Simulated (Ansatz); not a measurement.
# A series of single points on Cr

System: Cr (Cmcm, 2 atoms in the cell).
Method: Kohn-Sham DFT of a periodic cell, LDA, all-electron LAPW, scalar-relativistic, spin-polarised (Ansatz 0.2.0).

The 7 runs differ only in the geometry, by an even scaling of the cell at fixed fractional positions. The structure derives from a Materials Project entry.

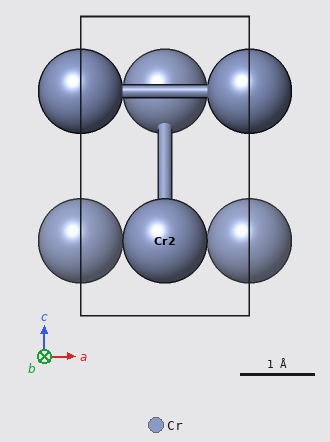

Figure 1. The structure of run 4 (ball-and-stick view of the cell 2 times as large as that of the calculation, set on its symmetry axes, along the b axis; atoms are numbered from 1 in the order of the input).

## Input of run 4
```yaml
crystal:
  lattice:
    - [1.147050505, -2.46702512, 0.0]
    - [1.147050505, 2.46702512, 0.0]
    - [0.0, 0.0, 4.06431074]
  atoms:
    - { symbol: Cr, position: [0.87053258, 0.12946742, 0.75], spin: 3.0 }
    - { symbol: Cr, position: [0.12946742, 0.87053258, 0.25], spin: 3.0 }
kpoints:
  mp_grid: { grid: [13, 13, 7] }
scf:
  occupations: { method: fermi_dirac, width: 0.05 }
hamiltonian:
  xc: lda
  pseudopotentials: { kind: all_electron, lapw: { basis_error: 0.001 } }
magnetization:
  spin_polarized: true
output:
  forces: true
  stress: true
  eigenvalues: true
```

Command:
```bash
ansatz run input.yaml --threads 2 --pin off --max-ram 6144MiB --backend cpu --events-out ev --progress --plain --runs-dir out
```

Run 2 differs from it as follows:
```diff
-    - [1.147050505, -2.46702512, 0.0]
-    - [1.147050505, 2.46702512, 0.0]
-    - [0.0, 0.0, 4.06431074]
+    - [1.1315479221, -2.4336828554, 0.0]
+    - [1.1315479221, 2.4336828554, 0.0]
+    - [0.0, 0.0, 4.0093808883]
```

## Results, with one run withheld

| run | volume per atom (Å³) | free energy per atom, from the lowest run given (meV) | pressure (GPa) |
| --- | --- | --- | --- |
| 1 | 10.811 | 4.38 | 7.69 |
| 2 | 11.041 | ? | ? |
| 3 | 11.271 | 0.00 | −4.21 |
| 4 | 11.501 | 9.73 | −9.25 |
| 5 | 11.731 | 26.32 | −13.78 |
| 6 | 11.961 | 49.09 | −17.85 |
| 7 | 12.191 | 77.38 | −21.50 |

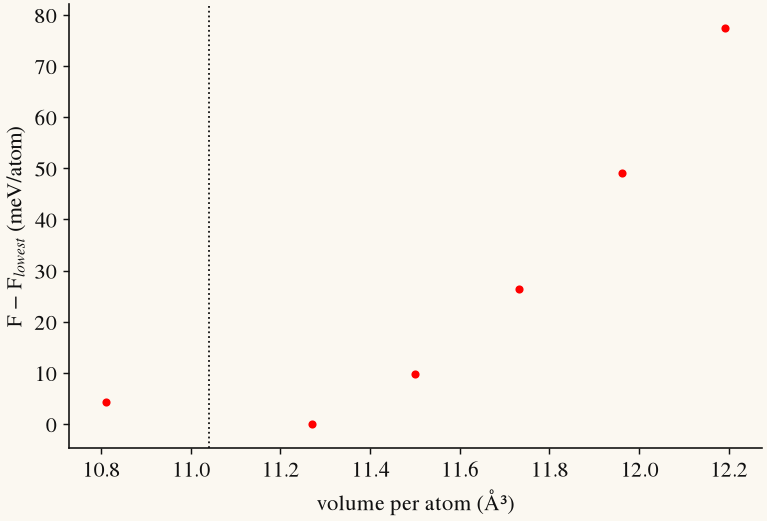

Figure 2. Free energy per atom of the runs given; the dotted line marks run 2.

What should run 2 give?

A cubic polynomial in V^(−2/3) (the Birch–Murnaghan form), fitted to the 6 runs given, misses them by under 0.01 meV per atom. With x = V^(−2/3) − 0.19557 Å⁻², it reads F = 13.515 − 5818.5 x + 5.3272e+05 x² + 3.2407e+05 x³ (meV per atom). At run 2 it gives −2.08 meV per atom, and the run itself gives −2.08. The slope of the fit gives a pressure −dF/dV of 1.42 GPa there, and the run prints 1.42 GPa. The fit has its minimum at 11.097 Å³ per atom, where V d²F/dV² gives 279 GPa. Cell shape and fractional positions are held, so this is the stiffness under even scaling; the relaxed bulk modulus wasn't computed.

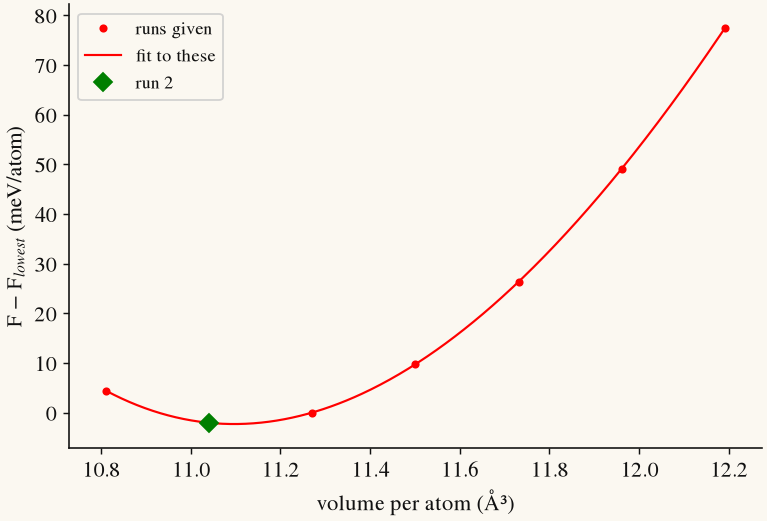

Figure 3. The fit and the withheld run.

## Output, shortened to warnings, some set-up lines, iterations and results (run 2)
```
WARN: the starting moments were not kept: the SCF closed with an absolute magnetisation of 1.2e-6 μB, where they sum to 6 μB in size (2 sites). That is at most 0.1 of that sum. Measured as dr2_m measures the in/out step, that magnetisation stands 1.6e-13 eV from none, at or under the dr2_threshold of 1.0e-7 eV: it is no larger than a step whose dr2_m would equal this threshold. The system may …
Basis set: ecut = 368.4622719002172 eV, 357 PW (Γ), FFT grids on a1+a2, a2, a3, exchange–correlation at level 2
Symmetry: 8 space group operations
k-points: 196 of 1183
Initial density: superposition of atomic densities (chi_scale 0.1, normalization cell)
[...]
SCF iter   1: F=—  HF=-57081.713984 eV  |F-HF|=—  |Δ(HF+E_count)|=         —  Δρ=1.57e-1 (↑1.57e-1 ↓1.16e-1)  dr2=8.93e-1  dr2_m=3.50e0  M=1.030 μB ∫|m|=1.031 μB  β_m=0.30  …
SCF iter   2: F=—  HF=-57081.454988 eV  |F-HF|=—  |Δ(HF+E_count)|=   2.59e-1  Δρ=1.07e-1 (↑1.07e-1 ↓8.62e-2)  dr2=2.60e-1  dr2_m=1.81e0  M=0.918 μB ∫|m|=0.919 μB  β_m=0.59  …
SCF iter   3: F=—  HF=-57082.041133 eV  |F-HF|=—  |Δ(HF+E_count)|=   5.86e-1  Δρ=4.05e-2 (↑4.05e-2 ↓2.31e-2)  dr2=2.75e-1  dr2_m=1.27e-1  M=0.292 μB ∫|m|=0.292 μB  β_m=0.54  …
SCF iter   4: F=—  HF=-57081.774162 eV  |F-HF|=—  |Δ(HF+E_count)|=         —  Δρ=6.30e-3 (↑6.30e-3 ↓4.07e-3)  dr2=6.05e-3  dr2_m=4.13e-3  M=0.089 μB ∫|m|=0.092 μB  β_m=0.77  …
SCF iter   5: F=—  HF=-57081.775068 eV  |F-HF|=—  |Δ(HF+E_count)|=   9.06e-4  Δρ=7.49e-4 (↑7.49e-4 ↓7.11e-4)  dr2=2.73e-5  dr2_m=8.23e-5  M=0.012 μB ∫|m|=0.017 μB  β_m=0.89  …
SCF iter   6: F=—  HF=-57081.775810 eV  |F-HF|=—  |Δ(HF+E_count)|=   7.43e-4  Δρ=1.71e-4 (↑1.10e-4 ↓1.71e-4)  dr2=3.91e-6  dr2_m=2.83e-6  M=0.001 μB ∫|m|=0.002 μB  β_m=0.94  …
SCF iter   7: F=—  HF=-57081.775826 eV  |F-HF|=—  |Δ(HF+E_count)|=   1.58e-5  Δρ=3.24e-5 (↑3.24e-5 ↓1.88e-5)  dr2=3.76e-7  dr2_m=5.08e-8  M=0.000 μB ∫|m|=0.000 μB  β_m=0.88  …
SCF iter   8: F=—  HF=-57081.775826 eV  |F-HF|=—  |Δ(HF+E_count)|=   1.54e-7  Δρ=5.89e-6 (↑5.43e-6 ↓5.89e-6)  dr2=1.69e-9  dr2_m=6.12e-9  M=0.000 μB ∫|m|=0.000 μB  β_m=0.92  …
SCF iter   9: F=—  HF=-57081.775826 eV  |F-HF|=—  |Δ(HF+E_count)|=   3.20e-9  Δρ=7.77e-7 (↑7.77e-7 ↓4.29e-7)  dr2=3.43e-10  dr2_m=9.79e-12  M=0.000 μB ∫|m|=0.000 μB  β_m=0.81 …
SCF iter  10: F=-57081.775826 eV  HF=-57081.775826 eV  |F-HF|=8.00e-11  |Δ(HF+E_count)|=  4.37e-11  Δρ=1.89e-7 (↑1.39e-7 ↓1.89e-7)  dr2=1.53e-11  dr2_m=7.35e-13  M=-0.000 μB …
SCF 1 converged in 10 iterations: F = -57081.775826 eV  dr2 = 1.53e-11
WARN: the starting moments were not kept: the SCF closed with an absolute magnetisation of 1.2e-6 μB, where they sum to 6 μB in size (2 sites). That is at most 0.1 of that sum. Measured as dr2_m measures the in/out step, that magnetisation stands 1.6e-13 eV from none, at or under the dr2_threshold …
SCF converged after 10 iterations
Magnetization: -0.0000 μB (14.0000 up, 14.0000 down)
Absolute magnetization: 0.0000 μB (∫|ρ↑−ρ↓|)
Spin contamination: 0.0000 ħ² per cell (⟨S²⟩ above its minimum at these occupations)
Per-site moments (μB) at R_I (Å): [(-4.2570664149366166e-7, 1.131547905238614), (-4.2570664149366166e-7, 1.131547905238614)]
Free energy (F): -57081.775826 eV
Harris-Foulkes:  -57081.775826 eV  (|F-HF|=8.00e-11)
Internal energy: -57081.753173 eV  (E = F + TS)
E sigma→0 (E₀):  -57081.764500 eV
Entropy (-TS):   -0.022653 eV (-11.327 meV/atom)
Fermi energy:    20.642442 eV
--- Per-component energies (eV) ---
  E_band       = -246.009009
  E_kinetic    = 57718.768558
  E_xc         = -2546.301894
  E_electrostatic = -112254.219837  (all electrons and nuclei)
  E_smearing   = -0.022653  (= −TS)
  E_closure    = 0.000000  (closes the sum)
  E_atoms      = -57061.099246  (free atoms, spherical and without spin; not in F)
[...]
```

The program warns: some starting moments were not kept.
